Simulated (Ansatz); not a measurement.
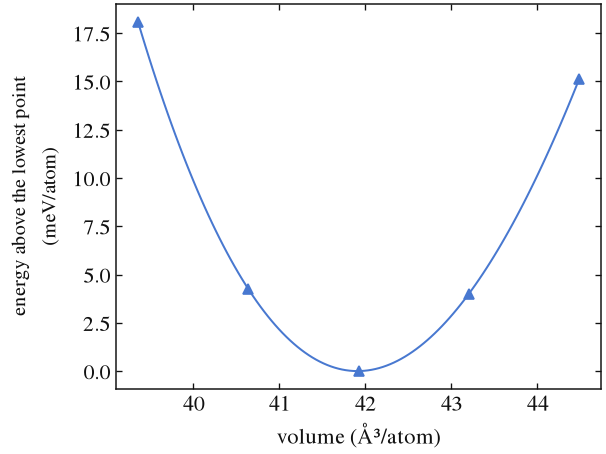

The figure shows the energy above the lowest point against volume for Sb, space group Fd-3m (No. 227) (one of a set of cubic test structures, which need not be the stable phase).

Computed with Ansatz 0.2.0 development build: equation of state of a cubic crystal from periodic Kohn-Sham density functional theory without spin, third-order Birch-Murnaghan fit to the free energies; pressure corrected for the finite basis. Level: r2SCAN.

```
                setting                   value
         structure type                 diamond
          atoms in cell                       2
     space group number                     227
       lattice centring  face-centred primitive
                 k mesh                   9×9×9
      occupation method             Fermi–Dirac
       occupation width                  0.1 eV
            wave cutoff                  460 eV
               datasets           hand-made PAW
      density tolerance                1e-09 eV
                  bands                      25
   density cutoff ratio                       4
search for lower states                 default
          xc grid level                       2
```

From this curve and the settings, what does the calculation give for the pressure at the same points?

The pressure falls from 2.390 GPa at volume 39.36 Å³/atom to −1.792 GPa at 44.49 Å³/atom, and changes sign near 41.9 Å³/atom.

```json
{"volume (Å³/atom)": "39.36", "pressure (GPa)": "2.390"}
{"volume (Å³/atom)": "40.64", "pressure (GPa)": "1.100"}
{"volume (Å³/atom)": "41.92", "pressure (GPa)": "-0.010"}
{"volume (Å³/atom)": "43.21", "pressure (GPa)": "-0.970"}
{"volume (Å³/atom)": "44.49", "pressure (GPa)": "-1.792"}
```

Keep in mind: cubic model structure, not the ambient form.
